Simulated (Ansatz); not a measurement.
**Single-point calculation, with input and output: NiGe**

The run: single-point calculation of NiGe (R-3m, 2 atoms in the cell). Method and program: DFT r2SCAN, scalar-relativistic, plane waves, PAW, no spin polarisation (Ansatz 0.2.0).

The structure was built on a prototype by a generator; it need not be a known phase. It belongs to a series of runs on one base structure; here: no spin polarisation. Figures and captions count atoms from 1; the log counts them from 0 in places.

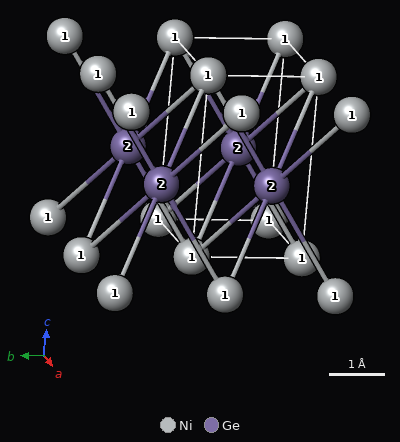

The structure as given in the input (ball-and-stick view of the reduced cell, repeated 2 × 2 × 1, seen slightly off an axis; atoms are numbered from 1 in the order of the input). An atom can appear more than once, as a periodic image. Near neighbours in the periodic cell (some may lie outside the picture): Ni has 6 Ge at 2.48 Å; Ge has 6 Ni at 2.48 Å.

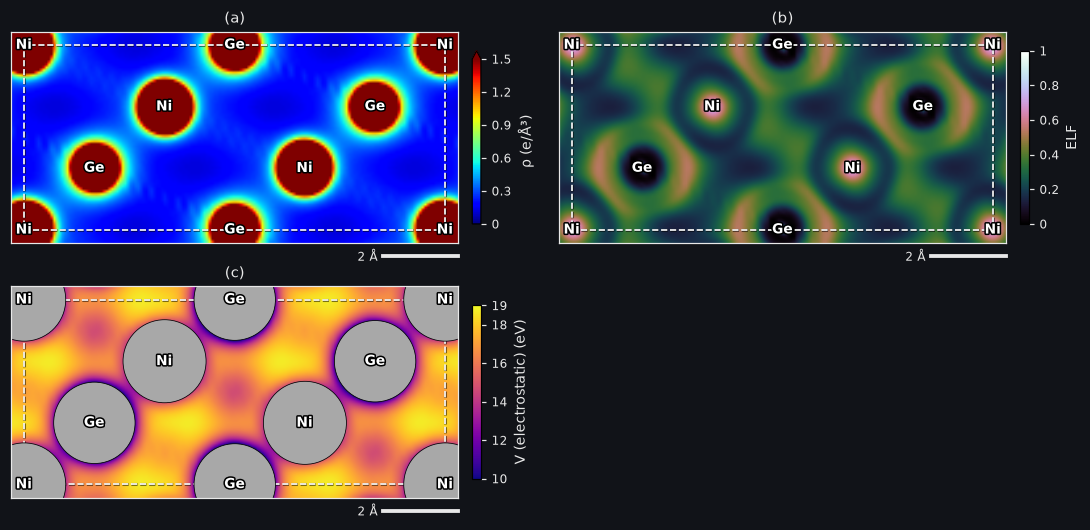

(a) valence electron density; (b) electron localisation function; (c) electrostatic potential (local pseudopotential plus Hartree) felt by an electron on the (110) plane of the conventional cell. Grey discs, where drawn, cover atomic cores. The section cuts through Ni and Ge sites. Away from the nuclei the density in this plane falls to 0.12 e/Å³ at its lowest. The strong features right at Ni lie inside the PAW spheres (semicore, d or f shells) and say nothing about bonding. Outside the cores the potential energy rises away from the atoms and is highest about 1.8 Å from the nearest atoms; outside the discs it spans about 8 eV, and its zero is arbitrary. Core electrons are frozen (PAW), so the fields are smoothed inside the atomic spheres.

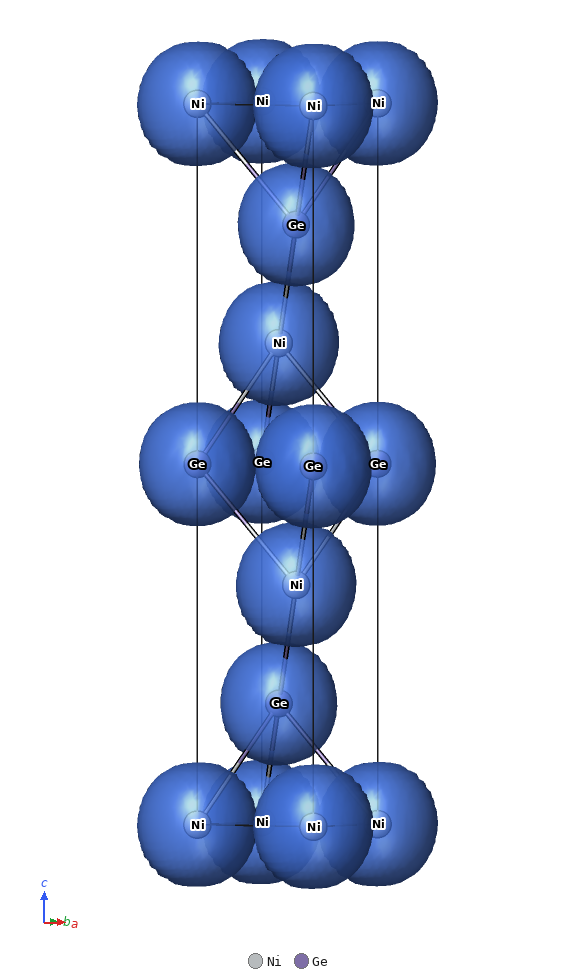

Isosurface of the valence electron density at 0.5 e/Å³ (blue), seen at an oblique angle. Sticks mark near contacts. The outline is the cell set on symmetry axes. At this value the density breaks into separate islands; it holds about 85 % of the electrons treated as valence (semicore included). It is pinched off along the Ni–Ge (2.48 Å) contacts. On the grid the lowest density along these lines, outside the cores, is 0.38 e/Å³ (Ni–Ge, 2.48 Å).

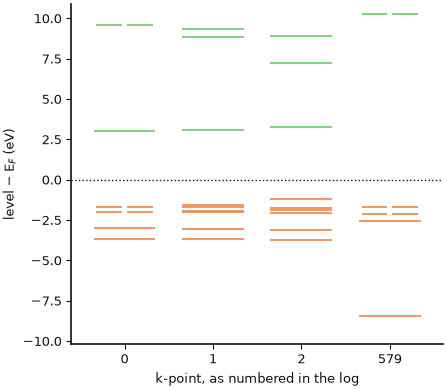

Kohn–Sham levels near the Fermi level (dotted) at the few k-points that the log prints; levels within 0.02 eV of each other stand side by side. The system is metallic on the full mesh.

The input and output of the run follow.

**Input**
```yaml
crystal:
  lattice:
    - [1.4835573452, 1.4835573452, 3.4858559201]
    - [1.4835573452, 3.4858559201, 1.4835573452]
    - [3.4858559201, 1.4835573452, 1.4835573452]
  atoms:
    - { symbol: Ni, position: [0.0, 0.0, 0.0] }
    - { symbol: Ge, position: [0.5, 0.5, 0.5] }
basis:
  ecutwfc: 500
kpoints:
  mp_grid: { grid: [18, 18, 18] }
hamiltonian:
  xc: r2scan
scf:
  occupations: { method: gaussian, width: 0.1 }
  lower_state_search: "off"
output:
  forces: true
  stress: true
  eigenvalues: true
  write_density: true
  write_potential: true
  elf: true
  volumetric_format: npy
```

Command:
```bash
ansatz run input.yaml --threads 1 --pin off --max-ram 2560MiB --backend cpu --events-out ev --progress --plain --runs-dir out
```

**Log**
```
basis.fft_grid_basis auto: the FFT boxes are laid along the combinations [[1, -1, 0], [0, 1, 0], [0, -1, 1]] of the cell's own vectors, 2.832, 4.069 and 2.832 Å long. The dense box has 24×30×24 points. Along the cell's own vectors, as sized, it would have 30×30×30, 1.56 times as many. Of the 12 symmetry operations that the crystal satisfies within crystal.symmetry.tolerance (time reversal apart; of a slab, those that keep its plane) the dense box along the cell's own vectors carries 12, and the one as laid loses 8 of those. basis.fft_grid_basis: typed keeps the cell's own vectors: state it where this run's energies or levels are differenced outside the engine with another run's, or held beside a run that keeps those vectors. Those combinations have planes normal to reciprocal vector 3, as the cell's own vectors have. Each planar average written beside output.write_density, output.write_potential has a row for each plane of the box: 24. The volumetric files lie along those combinations, not along the cell's own vectors: a cube or XSF file states them, and fields.json those of NumPy files.
Engine: ansatz 0.2.0, x86_64-unknown-linux-gnu
Pseudopotentials: kind: paw
Pseudopotential: Ni, paw, valence charge 18, recommended cutoff 500 eV (meta_gga), Ni.paw.azcp
Pseudopotential: Ge, paw, valence charge 14, recommended cutoff 500 eV (meta_gga), Ge.paw.azcp
Functional definition: r2SCAN
  parameter k0 = 0.174
  parameter k1 = 0.065
  parameter a1 = 4.9479
  exchange = r2scan_x(k0 = k0, k1 = k1, a1 = a1)
  correlation = r2scan_c
Crystal: 2 atoms, lattice volume = 25.871 Å³
Basis set: ecut = 500 eV, 661 PW (Γ), FFT grids on a1−a2, a2, −a2+a3, exchange–correlation on 96×120×96 points (64 copies of the dense FFT grid, shifted against one another)
Bands: 20, of which v1, the nominal top of the filled ones, is band 16 counted from 1 (15 counted from 0)
Symmetry: 12 space group operations
Space group: R-3m (ITA 166), of the structure as read, at distance tolerance 3.0e-5 Å
k-points: 580 of 5832
Non-local potential: Ni, projectors of the file, l = 0: 3, l = 1: 2, l = 2: 3, l = 3: 1
Non-local potential: Ge, projectors of the file, l = 0: 2, l = 1: 2, l = 2: 3, l = 3: 1
PAW form: soft (Blöchl's): semilocal exchange-correlation on the pseudo side does not see the compensation charge
PAW frozen core: Ni, regenerated for the run's functional (the file was generated under x = pbe(κ = 0.804, μ = 0.2195149727645171), c = pbe(β = 0.06672455060314922))
PAW frozen core: Ge, regenerated for the run's functional (the file was generated under x = pbe(κ = 0.804, μ = 0.2195149727645171), c = pbe(β = 0.06672455060314922))
PAW one-centre angular grid: Ni, 590 points (default); XC on 160 Gauss nodes
PAW one-centre angular grid: Ge, 590 points (default); XC on 160 Gauss nodes
Initial density: superposition of atomic densities (neutral atoms: chi_scale 0, normalization atom), corrected by the library's trained network
Initial wavefunctions: pseudopotential atomic-orbital guess
Functional: x = r2scan, c = r2scan; τ floored in thin density (d = 2e-4 eV/Å³)
SCF iter   1: F=-10148.083534 eV  HF=-10148.130354 eV  |F-HF|=4.68e-2  |Δ(HF+E_count)|=         —  Δρ=2.94e-2  dr2=1.59e-1  dr2_τ=4.66e-2  ethr=1.77e-3  ⟨swp⟩=4.6  Hψ=47161  notcnv=0
preconditioner: auto → Kerker (q_TF=auto, 2.827 Å⁻¹)  [metal: Δε(μ)=0.005 eV  Ē_g=18.701 eV  σ=0.100 eV  W_gap=0.03  n_scr=14 (ndim 8)  ℏωp=35.8 eV  f_vac=0.000  D(μ)=1.43/eV (n_scr^D=14)]
SCF iter   2: F=-10148.120690 eV  HF=-10148.207119 eV  |F-HF|=8.64e-2  |Δ(HF+E_count)|=   7.68e-2  Δρ=2.14e-2  dr2=6.76e-2  dr2_τ=9.86e-4  ethr=4.97e-4  ⟨swp⟩=2.3  Hψ=24462  notcnv=0  defer=10
SCF iter   3: F=-10148.185238 eV  HF=-10148.197027 eV  |F-HF|=1.18e-2  |Δ(HF+E_count)|=   1.01e-2  Δρ=9.54e-3  dr2=1.71e-2  dr2_τ=7.04e-5  ethr=2.11e-4  ⟨swp⟩=2.0  Hψ=19195  notcnv=0  defer=10
SCF iter   4: F=-10148.195438 eV  HF=-10148.195216 eV  |F-HF|=2.23e-4  |Δ(HF+E_count)|=   1.81e-3  Δρ=1.89e-3  dr2=4.85e-4  dr2_τ=2.56e-5  ethr=5.35e-5  ⟨swp⟩=1.0  Hψ=16311  notcnv=0  defer=10
SCF iter   5: F=-10148.195346 eV  HF=-10148.195460 eV  |F-HF|=1.14e-4  |Δ(HF+E_count)|=   2.45e-4  Δρ=1.74e-3  dr2=5.08e-4  dr2_τ=3.34e-6  ethr=1.51e-6  ⟨swp⟩=2.3  Hψ=23505  notcnv=0  defer=10
SCF iter   6: F=-10148.195560 eV  HF=-10148.195612 eV  |F-HF|=5.20e-5  |Δ(HF+E_count)|=   1.52e-4  Δρ=8.94e-4  dr2=1.38e-4  dr2_τ=6.05e-7  ethr=1.51e-6  ⟨swp⟩=2.0  Hψ=17797  notcnv=0  defer=10
SCF iter   7: F=-10148.195620 eV  HF=-10148.195629 eV  |F-HF|=8.58e-6  |Δ(HF+E_count)|=   1.65e-5  Δρ=3.38e-4  dr2=2.08e-5  dr2_τ=3.02e-7  ethr=4.30e-7  ⟨swp⟩=2.1  Hψ=16301  notcnv=0  defer=10
SCF iter   8: F=-10148.195627 eV  HF=-10148.195627 eV  |F-HF|=8.13e-8  |Δ(HF+E_count)|=   1.68e-6  Δρ=4.81e-5  dr2=5.78e-7  dr2_τ=3.84e-9  ethr=6.51e-8  ⟨swp⟩=2.5  Hψ=15279  notcnv=0  defer=10
SCF iter   9: F=-10148.195627 eV  HF=-10148.195627 eV  |F-HF|=1.80e-8  |Δ(HF+E_count)|=   3.21e-7  Δρ=1.64e-5  dr2=5.04e-8  dr2_τ=4.71e-10  ethr=3.13e-10  ⟨swp⟩=9.2  Hψ=88180  notcnv=0
SCF 1 converged in 9 iterations: F = -10148.195627 eV  dr2 = 5.04e-8
  Residual-converged pass: ⟨swp⟩=1.0  Hψ=13924  notcnv=0  max |occ|·‖R‖ = 7.0e-9 eV (tolerance 1.0e-8 eV)  dr2=5.04e-8  dr2_τ=4.71e-10  dr2_onsite=9.62e-9  max |Δocc| = 2.6e-10
  greatest PAW one-centre occupation: 1.002 electrons in one spin orbital (limit 2), on the Ni atom at site 0 (counted from 0), in its partial waves of l = 1
SCF converged after 9 iterations
Free energy (F): -10148.195627 eV
Harris-Foulkes:  -10148.195627 eV  (|F-HF|=1.80e-8)
Internal energy: -10148.188131 eV  (E = F + TS)
E sigma→0 (E₀):  -10148.191879 eV
Entropy (-TS):   -0.007497 eV (-3.748 meV/atom)
Fermi energy:    16.157960 eV
--- Per-component energies (eV) ---
  E_band       = -398.130657
  E_kinetic    = 397.207381
  E_local      = -5663.364605  (includes V_loc(G=0)·N_el)
  E_nonlocal   = 1066.185192
  E_hartree    = 2435.707771
  E_xc         = -148.454379
  E_vxc        = -185.870752  (∫ρ·V_xc dr)
  E_paw        = -3683.803127  (= ΣΔE_a)
  E_vpaw       = -896.267959  (= ΣTr[D̂ρ^β])
  E_aug_tail   = 0.000258  (compensation charges beyond the density's cutoff)
  E_vtau       = 12.581423  (kinetic-family band-sum trace: ∫τ·v_τ [+ j·A + Jᵃ·Aᵃ] dr)
  E_ewald      = -4550.280788
  E_core_change = -1.385834  (= ΣΔE_core)
  E_smearing   = -0.007497  (= −TS)
  E_closure    = -0.000000  (closes the sum)
  Σ components = -10148.195627   (vs F -10148.195627, Δ=0.00e0)
--- Forces (eV/Å), atoms counted from 1 ---
  atom   1  Ni     0.00000000     0.00000000    -0.00000000
  atom   2  Ge     0.00000000    -0.00000000     0.00000000
  max |Σ_I F_I| component: 2.67e-29 eV/Å
--- Stress (GPa, compression-positive) ---
        0.002636      -0.001064      -0.001064
       -0.001064       0.002636      -0.001064
       -0.001064      -0.001064       0.002636
  P = ⅓ Tr σ = 0.0026 GPa (0.026 kbar)
--- Band table (eV; the first three rows and the last of 580) ---
  k-point 0: bands = ["-90.7294", "-49.8626", "-49.5566", "-49.5566", "-9.3856", "-9.3856", "-9.2983", "-9.2191", "-9.2191", "1.9009", "12.4867", "13.1803", "14.1806", "14.1806", "14.4704", "14.4704", "19.1687", "25.7217", "25.7217", "32.1430"]
  k-point 1: bands = ["-90.7293", "-49.8624", "-49.5579", "-49.5569", "-9.3866", "-9.3811", "-9.2952", "-9.2217", "-9.2196", "1.9855", "12.4875", "13.1184", "14.1620", "14.2095", "14.4519", "14.6171", "19.2265", "25.0158", "25.5286", "30.6329"]
  k-point 2: bands = ["-90.7290", "-49.8620", "-49.5614", "-49.5578", "-9.3899", "-9.3679", "-9.2859", "-9.2291", "-9.2211", "2.2393", "12.4547", "13.0521", "14.0854", "14.2938", "14.3983", "14.9767", "19.4107", "23.3708", "25.0567", "29.4686"]
  k-point 579: bands = ["-90.7294", "-49.8634", "-49.5567", "-49.5567", "-9.3840", "-9.3840", "-9.2896", "-9.2145", "-9.2145", "3.2467", "7.7220", "13.5778", "14.0664", "14.0664", "14.4709", "14.4709", "26.4509", "26.4509", "28.8398", "30.2031"]
```

**Key numbers**

```csv
quantity,value
outcome,converged
space group (tolerance 0.01 Å),R-3m (166)
electrons treated,32
free energy,−10148.1956 eV
Fermi energy,16.158 eV
gap on the k-point mesh,none (metallic)
pressure,0.00 GPa
largest force (length of the vector),under 0.001 eV/Å
hardware,"1 thread of Intel Xeon @ 2.50GHz (Skylake/Cascade Lake), 189 GiB of memory available, shared host"
wall time,99 s
peak memory,0.67 GiB
```

The run has no spin polarisation, so a magnetic state may lie lower.
